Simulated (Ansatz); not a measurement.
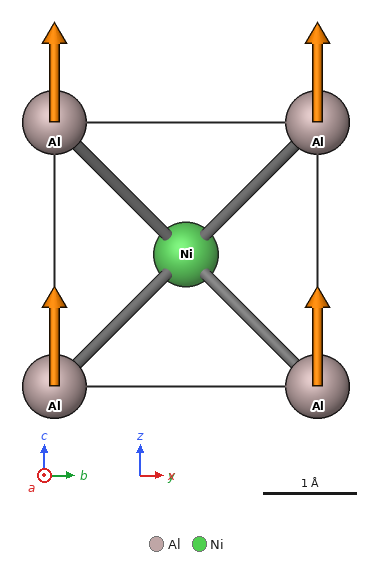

Energy scan for a crystal of AlNi (P4/mmm), in which the whole Al sublattice is shifted rigidly, along Cartesian [0 0 1], all else fixed. The picture shows the reference cell. The orange arrows give the direction of positive displacement. Style: ball-and-stick. Shown: the cell of the calculation, along the a axis.

Computed with DFT PBEsol, scalar-relativistic, plane waves, PAW in Ansatz. (plane-wave cutoff 420 eV; k-point mesh 20 × 20 × 20; occupations gaussian; smearing width 0.15 eV; no spin polarisation). Energies (free energies at the smearing named) are counted from the relaxed crystal.

```xyz
2
Lattice="2.0213 -2.0213 0.0000 2.0213 2.0213 0.0000 0.0000 0.0000 2.8694" Properties=species:S:1:pos:R:3 pbc="T T T"
Al    0.0000    0.0000    0.0000
Ni    2.0213    0.0000    1.4347
```

Give the energy at each point (the displacement: −0.3000, −0.2250, −0.1500, −0.0750, 0.0000, 0.0375, 0.0750, 0.1125, 0.1500, 0.1875, 0.2250, 0.2625, 0.3000 Å).

```csv
displacement (Å),E − E(ref) (meV/cell)
−0.3000,279.8
−0.2250,157.5
−0.1500,70.0
−0.0750,17.5
0.0000,0.0
0.0375,4.4
0.0750,17.5
0.1125,39.4
0.1500,70.0
0.1875,109.3
0.2250,157.5
0.2625,214.3
0.3000,279.8
```

Points that are alike by symmetry were computed once.

Of the computed points the lowest is at the displacement 0.00 Å, 0.0 meV/cell. The end points stand at 279.8 meV/cell (−0.30 Å) and 279.8 meV/cell (0.30 Å). The curvature at zero is about 6.2 eV/Å² per cell. The well is symmetric. At the highest point the shortest interatomic distance is 2.32 Å, against 2.48 Å in the reference. The distortion takes the space group from P4/mmm to P4mm.
